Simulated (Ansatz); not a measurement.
**Geometry relaxation of Ti4H (part 2 of 2)**

The same run, continued: Ti4H (slab, 5 atoms in the cell); DFT r2SCAN, scalar-relativistic, plane waves, PAW, no spin polarisation (Ansatz 0.2.0); cutoff 500 eV, 12×12×1 k-mesh, Gaussian smearing of 0.1 eV. The structure derives from an entry of the Crystallography Open Database. The input holds or restrains some coordinates. Forces given for the steps count only the free coordinates. It belongs to a series of runs on one base structure; here: H put at a top Ti site.

Geometry of the input (Å; fractional positions):
```
2.9358  0.0000  0.0000
-1.4679  2.5425  0.0000
0.0000  0.0000  25.9543
Ti 0.6667  0.3333  0.3275
Ti 0.3333  0.6667  0.4168
Ti 0.6667  0.3333  0.5098
Ti 0.3333  0.6667  0.5928
H  0.3333  0.6667  0.6668
```

### The program's output, continued
```
SCF iter   1: F=—  HF=-10030.859150 eV  |F-HF|=—  |Δ(HF+E_count)|=         —  Δρ=7.15e-4  dr2=4.26e-3  dr2_τ=4.95e-3  ethr=9.14e-5  p=-0.083 e·Å  D=-7.76e-2 V/Å  ΔV_dip=2.01 eV  dr2_dipole=4.54e-4  V_vac-E_F(+/−)=6.56/4.55 eV  ⟨swp⟩=2.0  Hψ=1038  notcnv=0  defer=2
efield: sawtooth ramp at fractional position 0.9772 (handed on by an earlier solve), width 0.0400; the density the first Hamiltonian is built on has a dipole p = -0.083 e·Å; the dipole correction subtracts the counter field D = -7.76e-2 V/Å, which shifts the + side's vacuum level by +2.01 eV against the − side's; the planar-averaged density in the ramp window peaks in size at 1.8e-6 e/Å³
preconditioner: auto → LDOS  [metal: Δε(μ)=0.026 eV  Ē_g=2.482 eV  σ=0.100 eV  W_gap=0.14  n_scr=16 (ndim 8)  ℏωp=11.0 eV  f_vac=0.545  D(μ)=7.45/eV (n_scr^D=62)  β→1.0]
SCF iter   2: F=—  HF=-10030.861633 eV  |F-HF|=—  |Δ(HF+E_count)|=   2.48e-3  Δρ=3.16e-4  dr2=4.23e-4  dr2_τ=1.90e-5  ethr=8.70e-6  p=-0.084 e·Å  D=-7.82e-2 V/Å  ΔV_dip=2.03 eV  dr2_dipole=1.03e-4  V_vac-E_F(+/−)=6.58/4.55 eV  ⟨swp⟩=2.4  Hψ=1035  notcnv=0  defer=2
SCF iter   3: F=—  HF=-10030.861625 eV  |F-HF|=—  |Δ(HF+E_count)|=   7.66e-6  Δρ=8.94e-5  dr2=7.42e-5  dr2_τ=1.76e-6  ethr=8.63e-7  p=-0.083 e·Å  D=-7.78e-2 V/Å  ΔV_dip=2.02 eV  dr2_dipole=1.62e-5  V_vac-E_F(+/−)=6.57/4.55 eV  ⟨swp⟩=2.1  Hψ=917  notcnv=0  defer=2
SCF iter   4: F=—  HF=-10030.861621 eV  |F-HF|=—  |Δ(HF+E_count)|=   4.73e-6  Δρ=6.01e-5  dr2=2.42e-5  dr2_τ=2.93e-7  ethr=1.51e-7  p=-0.083 e·Å  D=-7.79e-2 V/Å  ΔV_dip=2.02 eV  dr2_dipole=3.56e-6  V_vac-E_F(+/−)=6.57/4.55 eV  ⟨swp⟩=2.3  Hψ=953  notcnv=0  defer=2
SCF iter   5: F=—  HF=-10030.861620 eV  |F-HF|=—  |Δ(HF+E_count)|=   4.50e-7  Δρ=1.35e-5  dr2=3.10e-6  dr2_τ=3.72e-8  ethr=4.94e-8  p=-0.083 e·Å  D=-7.78e-2 V/Å  ΔV_dip=2.02 eV  dr2_dipole=1.29e-6  V_vac-E_F(+/−)=6.57/4.55 eV  ⟨swp⟩=2.1  Hψ=728  notcnv=0  defer=2
SCF iter   6: F=—  HF=-10030.861620 eV  |F-HF|=—  |Δ(HF+E_count)|=   3.04e-8  Δρ=5.61e-6  dr2=1.06e-7  dr2_τ=6.52e-9  ethr=6.32e-9  p=-0.083 e·Å  D=-7.79e-2 V/Å  ΔV_dip=2.02 eV  dr2_dipole=3.29e-8  V_vac-E_F(+/−)=6.57/4.55 eV  ⟨swp⟩=1.9  Hψ=687  notcnv=0  defer=2
SCF iter   7: F=-10030.861620 eV  HF=-10030.861620 eV  |F-HF|=4.51e-8  |Δ(HF+E_count)|=   3.09e-8  Δρ=1.88e-6  dr2=4.33e-8  dr2_τ=3.44e-10  ethr=2.04e-10  p=-0.083 e·Å  D=-7.79e-2 V/Å  ΔV_dip=2.02 eV  dr2_dipole=2.18e-8  V_vac-E_F(+/−)=6.57/4.55 eV  ⟨swp⟩=13.1  Hψ=4331  notcnv=0
SCF 5 converged in 7 iterations: F = -10030.861620 eV  dr2 = 4.33e-8
relax step   5: F+E_penalty+E_count = -10030.86162011 eV  Δ(F+E_penalty+E_count) = -1.866e-4 eV  max|allowed force component| = 4.681e-3 eV/Å  Δτ_max = 0.0110 Å  (7 SCF iters, accepted)
iter 1 solved again at ethr=8.68e-11 eV; its pass at ethr=3.10e-3 eV (dr2=4.25e-8 eV) is discarded
SCF iter   1: F=—  HF=-10030.861620 eV  |F-HF|=—  |Δ(HF+E_count)|=         —  Δρ=1.88e-6  dr2=4.33e-8  dr2_τ=3.44e-10  ethr=8.68e-11  p=-0.083 e·Å  D=-7.79e-2 V/Å  ΔV_dip=2.02 eV  dr2_dipole=2.18e-8  V_vac-E_F(+/−)=6.57/4.55 eV  ⟨swp⟩=1.0  Hψ=2862  notcnv=0
efield: sawtooth ramp at fractional position 0.9772 (kept from the solve that this one continues, or follows in the run), width 0.0400; the density the first Hamiltonian is built on has a dipole p = -0.083 e·Å; the dipole correction subtracts the counter field D = -7.79e-2 V/Å, which shifts the + side's vacuum level by +2.02 eV against the − side's; the planar-averaged density in the ramp window peaks in size at 1.8e-6 e/Å³
preconditioner: auto → LDOS  [metal: Δε(μ)=0.026 eV  Ē_g=2.482 eV  σ=0.100 eV  W_gap=0.15  n_scr=16 (ndim 8)  ℏωp=11.0 eV  f_vac=0.545  D(μ)=7.45/eV (n_scr^D=62)  β→1.0]
SCF iter   2: F=-10030.861620 eV  HF=-10030.861620 eV  |F-HF|=2.07e-8  |Δ(HF+E_count)|=   8.15e-9  Δρ=1.36e-6  dr2=2.16e-8  dr2_τ=7.34e-11  ethr=8.68e-11  p=-0.083 e·Å  D=-7.79e-2 V/Å  ΔV_dip=2.02 eV  dr2_dipole=7.48e-9  V_vac-E_F(+/−)=6.57/4.55 eV  ⟨swp⟩=9.3  Hψ=3497  notcnv=0
SCF 6 converged in 2 iterations: F = -10030.861620 eV  dr2 = 2.16e-8
```

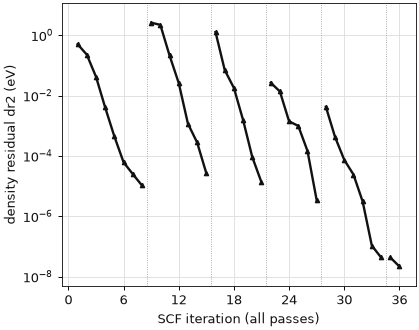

Fig. 1: Convergence of the self-consistent field: density residual dr2 against the SCF iteration. Dotted lines part the SCF passes that the log prints in full.

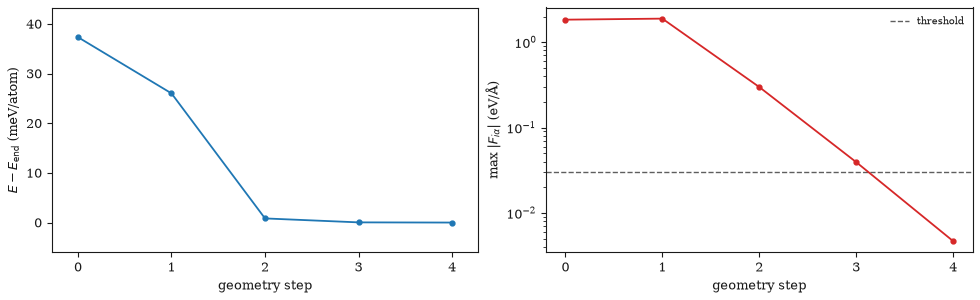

Fig. 2: Progress of the restrained relaxation, step by step (the first geometry is step 0 here and step 1 in the log).

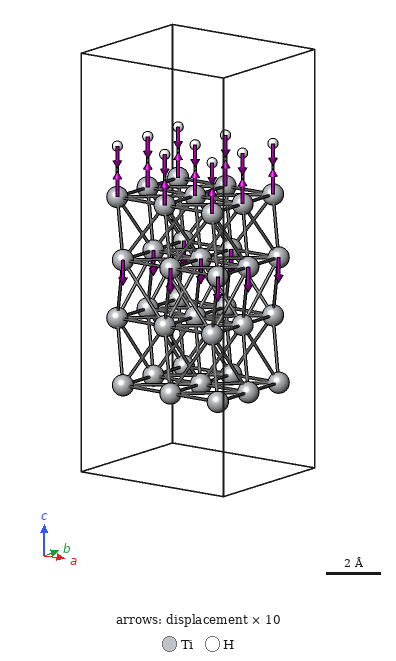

Fig. 3: The starting structure with the displacements as pink arrows, magnified 10 times (ball-and-stick view of the 3 × 3 repeat of the cell, with the vacuum cut short, seen slightly off an axis). Ti4 moves most: 0.100 Å. By element the largest moves are Ti 0.100 Å, H 0.087 Å. The cell doesn't change. Among the contacts that change: Ti4–H5 1.920 → 1.734 Å, Ti3–Ti4 2.741 → 2.900 Å, Ti2–Ti3 2.949 → 2.869 Å. The energy falls by 37.3 meV per atom in 4 geometry steps. Largest force component: 1.8 eV/Å at the start, 0.0047 eV/Å at the end. (Atoms are counted from 1 in the order of the input.)

```
WARN: The output density's exchange-correlation potential varies sharply where the density is thin. Do not read a vacuum level from v_tot or v_xc, or from such a field of the output density. On a cell that repeats whose density bears no net charge and no dipole along the vacuum's axis use v_es (v_loc + v_h of the components); under efield.dipole_correction with no amplitude use v_es + v_field, which holds any external_charges[].barrier, or the levels of the report's work_function block, which leave it out; under a non-zero efield.amplitude the vacuum is tilted and has no level; on a cell that repeats and bears such a dipole with no correction it is tilted too, and efield.dipole_correction with no amplitude gives each side of its ramp a level where efield: is served; in a cell that repeats whose density bears a net charge (total_charge, or a fill off its count) it is curved and has none; of a slab under crystal.periodic whose density bears no net charge use v_es, which has a level on each side, short of where the two are joined; of another it falls or rises all the way out and has none; of a slab beside external_charges read slab_vacuum_level instead, which it has where they leave it neutral. The grid or the basis barely resolves most such structure, and the values can differ between equally converged runs; as a rule a tighter scf.convergence.dr2_threshold does not remove it. Where the density itself ripples (under the LDA too) a higher basis.ecutwfc lessens it. The files hold the spikes' plane waves up to the density's cutoff. Files: v_tot_of_output_density and the like, and their columns of v_z.tsv (output.write_potential); v_xc_of_output_density and the like, and their columns of v_comp_z.tsv (output.write_potential_components). Measured: with its Gaussian average of σ = 0.25 Å subtracted twice, the exchange-correlation potential is over 0.1 eV at 5857 of the grid points where the equally averaged density (valence and model cores) is under 1e-3 e/Å³, and 3.03 eV at the most among them, at an averaged density of 9.1e-4 e/Å³. The input density's (outcome.potential() and, of a run that writes arrays, v_tot and v_xc) is over 0.1 eV, so measured, at 819 points of its own thin density, 3.05 eV at the most. See output.write_potential in the manual, Limitations
SCF converged after 2 iterations
Free energy (F): -10030.861620 eV
Harris-Foulkes:  -10030.861620 eV  (|F-HF|=2.07e-8)
Internal energy: -10030.824366 eV  (E = F + TS)
E sigma→0 (E₀):  -10030.842993 eV
Entropy (-TS):   -0.037254 eV (-7.451 meV/atom)
Fermi energy:    1.423802 eV
Dipole field:    D = -0.077992 V/Å  (p = -0.083499 e·Å, saw-weighted, corrected)
Work function:   Φ+ = 6.5724 eV   Φ− = 4.5481 eV
Levels:          The Fermi level and band energies are counted from a zero that moves with the ramp; work functions are not
--- Per-component energies (eV) ---
  E_band       = -1260.382322
  E_kinetic    = 1100.088705
  E_local      = -54651.931030  (includes V_loc(G=0)·N_el)
  E_nonlocal   = 32.154180
  E_hartree    = 26743.284689
  E_xc         = -377.688975
  E_vxc        = -539.850271  (∫ρ·V_xc dr)
  E_paw        = -4227.663569  (= ΣΔE_a)
  E_vpaw       = -721.549376  (= ΣTr[D̂ρ^β])
  E_aug_tail   = -0.000063  (compensation charges beyond the density's cutoff)
  E_vtau       = 37.227469  (kinetic-family band-sum trace: ∫τ·v_τ [+ j·A + Jᵃ·Aᵃ] dr)
  E_efield     = 0.003256  (sawtooth field / dipole correction)
  E_vefield    = -3.096745  (∫n·V_field dr)
  E_ewald      = 21351.942269
  E_core_change = -1.013829  (= ΣΔE_core)
  E_smearing   = -0.037254  (= −TS)
  E_closure    = 0.000000  (closes the sum)
  Σ components = -10030.861620   (vs F -10030.861620, Δ=0.00e0)
--- Forces (eV/Å), atoms counted from 1 ---
  atom   1  Ti     0.00000000    -0.00000000     0.50231408
  atom   2  Ti    -0.00000000     0.00000000    -0.50946846
  atom   3  Ti     0.00000000    -0.00000000     0.00466733
  atom   4  Ti    -0.00000000     0.00000000     0.00107378
  atom   5  H      0.00000000    -0.00000000     0.00144904
  max |Σ_I F_I| component: 3.58e-5 eV/Å
--- Band table (eV; the first three rows and the last of 19) ---
  k-point 0: bands = ["-57.9424", "-57.8948", "-57.8093", "-57.6622", "-33.3567", "-33.2363", "-32.9600", "-32.8450", "-32.8450", "-32.8213", "-32.8213", "-32.7110", "-32.7077", "-32.7077", "-32.5841", "-32.5841", "-4.8848", "-3.9767", "-2.7957", "-1.8231", "-1.4367", "1.3247", "1.6685", "1.7881", "2.1589", "2.1589", "2.2143", "2.2443", "2.2443", "2.3346"]
  k-point 1: bands = ["-57.9371", "-57.8890", "-57.8046", "-57.6580", "-33.3450", "-33.2315", "-32.9665", "-32.8765", "-32.8547", "-32.8531", "-32.8292", "-32.7474", "-32.7154", "-32.6999", "-32.6136", "-32.5905", "-4.6877", "-3.7936", "-2.6289", "-1.6760", "-1.2972", "1.2628", "1.5251", "1.6350", "1.9501", "2.0617", "2.2173", "2.2753", "2.3634", "2.4023"]
  k-point 2: bands = ["-57.9225", "-57.8731", "-57.7917", "-57.6465", "-33.3132", "-33.2204", "-33.0027", "-32.9641", "-32.9268", "-32.8751", "-32.8508", "-32.8210", "-32.7363", "-32.7059", "-32.6871", "-32.6080", "-4.1246", "-3.2792", "-2.1762", "-1.2894", "-0.9018", "0.9515", "1.1223", "1.4935", "1.5812", "1.7372", "2.0831", "2.3739", "2.5542", "2.5877"]
  k-point 18: bands = ["-57.8525", "-57.7952", "-57.7300", "-57.5916", "-33.2410", "-33.2012", "-33.1966", "-33.1876", "-33.1664", "-33.1284", "-33.0405", "-33.0134", "-32.9227", "-32.8836", "-32.8138", "-32.7394", "-0.5169", "-0.2077", "-0.0174", "-0.0163", "0.0577", "0.0800", "0.6458", "1.1363", "1.2915", "1.5048", "1.5190", "1.7199", "1.7850", "1.9756"]
--- Relaxed structure (5 steps of the walk, 5 accepted, 0 SCFs on fresh bases) ---
  F+E_penalty+E_count = -10030.86162011 eV   max|allowed force component| = 4.681e-3 eV/Å
  atoms:
    - { symbol: Ti, position: [0.6666666666666665, 0.33333333333333326, 0.32749885319999994] }
    - { symbol: Ti, position: [0.33333333333333337, 0.6666666666666665, 0.41681343319999997] }
    - { symbol: Ti, position: [0.6666666666666665, 0.33333333333333326, 0.5060109611358811] }
    - { symbol: Ti, position: [0.33333333333333337, 0.6666666666666665, 0.596668237077724] }
    - { symbol: H, position: [0.33333333333333337, 0.6666666666666665, 0.6634637389958266] }
```

### Trajectory as extended XYZ (Å, eV, eV/Å), 5 frames, from step=1 to step=5
```
5
Lattice="2.9358 0.0000 0.0000 -1.4679 2.5425 0.0000 0.0000 0.0000 25.9543" Properties=species:S:1:pos:R:3:forces:R:3 step=1 energy=-10030.67499
Ti    1.4679    0.8475    8.5000    0.0000   0.0000   0.5960
Ti    0.0000    1.6950   10.8181    0.0000   0.0000  -0.4520
Ti    1.4679    0.8475   13.2318    0.0000   0.0000  -0.8517
Ti    0.0000    1.6950   15.3864    0.0000   0.0000   1.8367
H     0.0000    1.6950   17.3064    0.0000   0.0000  -1.1276
5
Lattice="2.9358 0.0000 0.0000 -1.4679 2.5425 0.0000 0.0000 0.0000 25.9543" Properties=species:S:1:pos:R:3:forces:R:3 step=2 energy=-10030.73158
Ti    1.4679    0.8475    8.5000    0.0000   0.0000   0.5218
Ti    0.0000    1.6950   10.8181    0.0000   0.0000  -0.4225
Ti    1.4679    0.8475   13.1641    0.0000   0.0000  -0.1212
Ti    0.0000    1.6950   15.5321    0.0000   0.0000  -1.8673
H     0.0000    1.6950   17.1162    0.0000   0.0000   1.8893
5
Lattice="2.9358 0.0000 0.0000 -1.4679 2.5425 0.0000 0.0000 0.0000 25.9543" Properties=species:S:1:pos:R:3:forces:R:3 step=3 energy=-10030.85745
Ti    1.4679    0.8475    8.5000    0.0000   0.0000   0.4860
Ti    0.0000    1.6950   10.8181    0.0000   0.0000  -0.4979
Ti    1.4679    0.8475   13.1230    0.0000   0.0000   0.0836
Ti    0.0000    1.6950   15.5117    0.0000   0.0000  -0.2985
H     0.0000    1.6950   17.2208    0.0000   0.0000   0.2269
5
Lattice="2.9358 0.0000 0.0000 -1.4679 2.5425 0.0000 0.0000 0.0000 25.9543" Properties=species:S:1:pos:R:3:forces:R:3 step=4 energy=-10030.86143
Ti    1.4679    0.8475    8.5000    0.0000   0.0000   0.4980
Ti    0.0000    1.6950   10.8181    0.0000   0.0000  -0.5235
Ti    1.4679    0.8475   13.1273    0.0000   0.0000   0.0122
Ti    0.0000    1.6950   15.4790    0.0000   0.0000  -0.0273
H     0.0000    1.6950   17.2087    0.0000   0.0000   0.0394
5
Lattice="2.9358 0.0000 0.0000 -1.4679 2.5425 0.0000 0.0000 0.0000 25.9543" Properties=species:S:1:pos:R:3:forces:R:3 step=5 energy=-10030.86162
Ti    1.4679    0.8475    8.5000    0.0000   0.0000   0.5023
Ti    0.0000    1.6950   10.8181    0.0000   0.0000  -0.5095
Ti    1.4679    0.8475   13.1332    0.0000   0.0000   0.0047
Ti    0.0000    1.6950   15.4861    0.0000   0.0000   0.0011
H     0.0000    1.6950   17.2197    0.0000   0.0000   0.0014
```

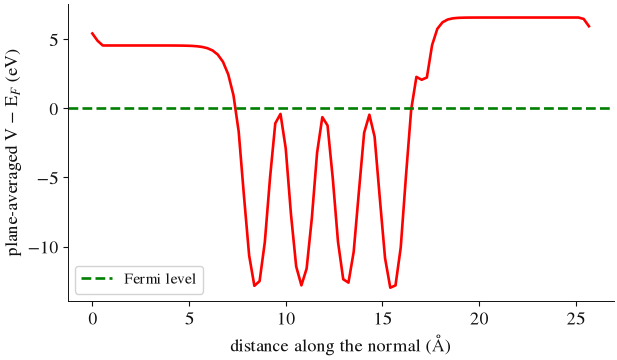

Fig. 4: Plane average of the electrostatic potential energy of an electron across the cell, from the Fermi level. The vacuum level lies 6.57 eV above the Fermi level on the upper side and 4.55 eV on the lower.

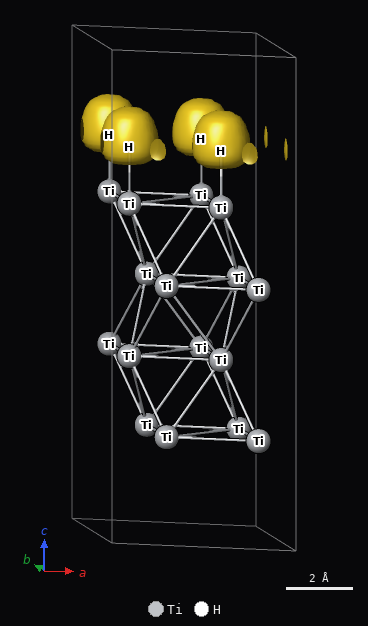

Fig. 5: Isosurface of the electron localisation function at 0.9 (yellow), seen slightly off an axis. Only the valence region is drawn (cores and ρ < 0.01 e/Å³ removed). Sticks mark near contacts. Values along the shortest contacts: Ti–H (1.73 Å): the ELF climbs to about 1 towards the hydrogen, as it does in any bond to H. Ti–Ti (2.87 Å): the ELF is about 0.20 at the midpoint (no localised pair between them). The fields are those of the smooth PAW valence density.

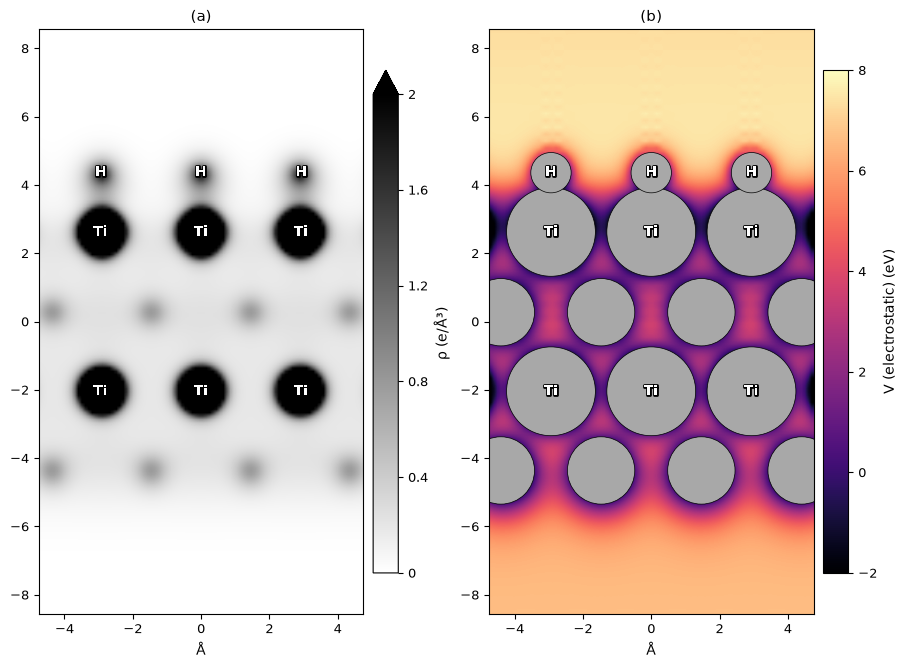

Fig. 6: (a) valence charge density (pseudo); (b) electrostatic potential (local pseudopotential plus Hartree) felt by an electron on the (11̄0) plane of the calculation cell, a cut from vacuum to vacuum. Grey discs, where drawn, cover atomic cores. Ti–H (1.73 Å): the density is about 1 e/Å³ at the midpoint, with its minimum of 0.68 e/Å³ about 1.1 Å from Ti. Ti–Ti (2.94 Å): ρ is about 0.19 e/Å³ halfway. The density dies away to nearly zero in the vacuum.

### Results in brief

| quantity | value |
| --- | --- |
| outcome | converged under the restraints of the input |
| electrons treated | 49 |
| free energy | −10030.8616 eV |
| work function, top face | 6.57 eV |
| work function, bottom face | 4.55 eV |
| Fermi energy | 1.424 eV |
| gap on the k-point mesh | none (metallic) |
| final volume | 193.73 Å³ |
| work function (upper face) | 6.57 eV |
| largest force (length of the vector) at the end, held atoms and coordinates included | 0.509 eV/Å |
| wall time | 2.4 min |
| peak memory | 0.95 GiB |

### Notes

Warnings of the run: the exchange-correlation potential is rough where the density is thin.
